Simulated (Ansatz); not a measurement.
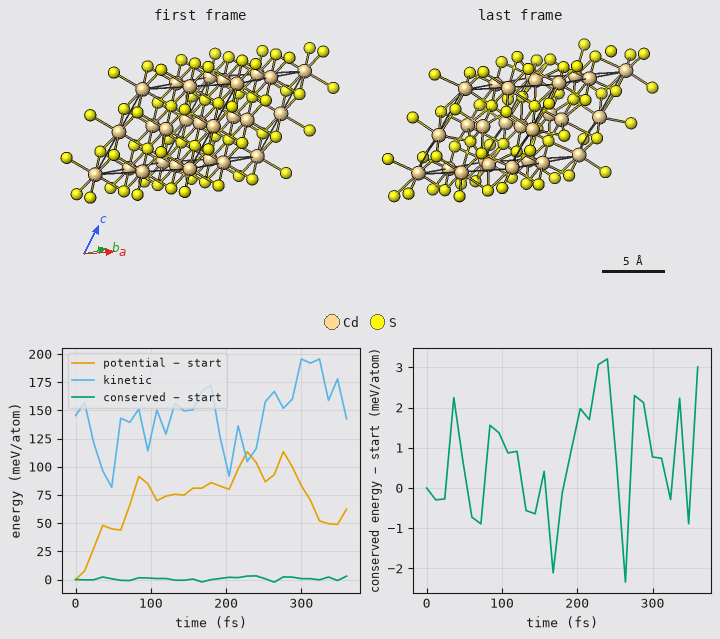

Molecular dynamics of a 16-atom cell of CdS (set up in Fm-3m), 360 fs long. The picture is a ball-and-stick view of the reduced simulation cell, seen from a free direction. Bonds to atoms that aren't drawn are left out. Lengths and directions refer to the drawn axes.

Theory: DFT PBEsol, scalar-relativistic, plane waves, PAW (Ansatz 0.2.0). Settings: plane-wave cutoff 420 eV; k-point mesh 2 × 2 × 2; Fermi-Dirac smearing 0.103 eV; volume 1.04 times that of the relaxed crystal; Langevin thermostat and barostat (NPT); set temperature 1200 K; time step 12 fs; friction 0.05 per fs; target pressure 10 GPa.

Input
```yaml
crystal:
  lattice:
    - [5.5789500992, -5.5789500992, 0.0]
    - [5.5789500992, 0.0, 5.5789500992]
    - [0.0, -5.5789500992, 5.5789500992]
  atoms:
    - { symbol: Cd, position: [0.5, 0.0, 0.0] }
    - { symbol: Cd, position: [0.5, 0.0, 0.5] }
    - { symbol: Cd, position: [0.5, 0.5, 0.0] }
    - { symbol: Cd, position: [0.5, 0.5, 0.5] }
    - { symbol: Cd, position: [0.0, 0.0, 0.0] }
    - { symbol: Cd, position: [0.0, 0.0, 0.5] }
    - { symbol: Cd, position: [0.0, 0.5, 0.0] }
    - { symbol: Cd, position: [0.0, 0.5, 0.5] }
    - { symbol: S, position: [0.25, 0.75, 0.75] }
    - { symbol: S, position: [0.25, 0.75, 0.25] }
    - { symbol: S, position: [0.25, 0.25, 0.75] }
    - { symbol: S, position: [0.25, 0.25, 0.25] }
    - { symbol: S, position: [0.75, 0.75, 0.75] }
    - { symbol: S, position: [0.75, 0.75, 0.25] }
    - { symbol: S, position: [0.75, 0.25, 0.75] }
    - { symbol: S, position: [0.75, 0.25, 0.25] }
basis:
  ecutwfc: 420
kpoints:
  mp_grid: { grid: [2, 2, 2], shift: [0.5, 0.5, 0.5] }
hamiltonian:
  xc: pbesol
scf:
  occupations: { method: fermi_dirac, width: 0.1034 }
  lower_state_search: "off"
  convergence: { dr2_threshold: 1.0e-07 }
output:
  forces: true
  stress: true
md:
  timestep: 12.0
  n_steps: 30
  ensemble: npt_langevin
  temperature: 1200.0
  initial_velocities: maxwell_boltzmann
  seed: 18333
  friction: 0.05
  pressure: 10.0
```

Command:
```bash
ansatz run input.yaml --threads 4 --pin off --max-ram 5120MiB --backend cpu --events-out ev --progress --plain --runs-dir out
```

### How well is the energy conserved, and can the run be trusted?

The conserved quantity moves between −2.3 and 3.2 meV per atom from its start, in jumps that begin near 24 fs. That is too much for reliable dynamics. The time step of 12 fs is long for the fastest vibrations here (lightest element sulfur). The run was cut off by its time limit after 30 steps. The mean temperature in the second half is 1183 K (standard deviation 237 K). The potential energy is still drifting at the end, so the run hasn't reached equilibrium. The potential energy in the second half lies on average 82.7 meV per atom above the first frame. The mean pressure there is 0.3 GPa. The volume ends −2.7 % from the start.

Cost: 2.5 min on 4 threads of Arm Neoverse V2 (shared host), peak memory 1.2 GiB.
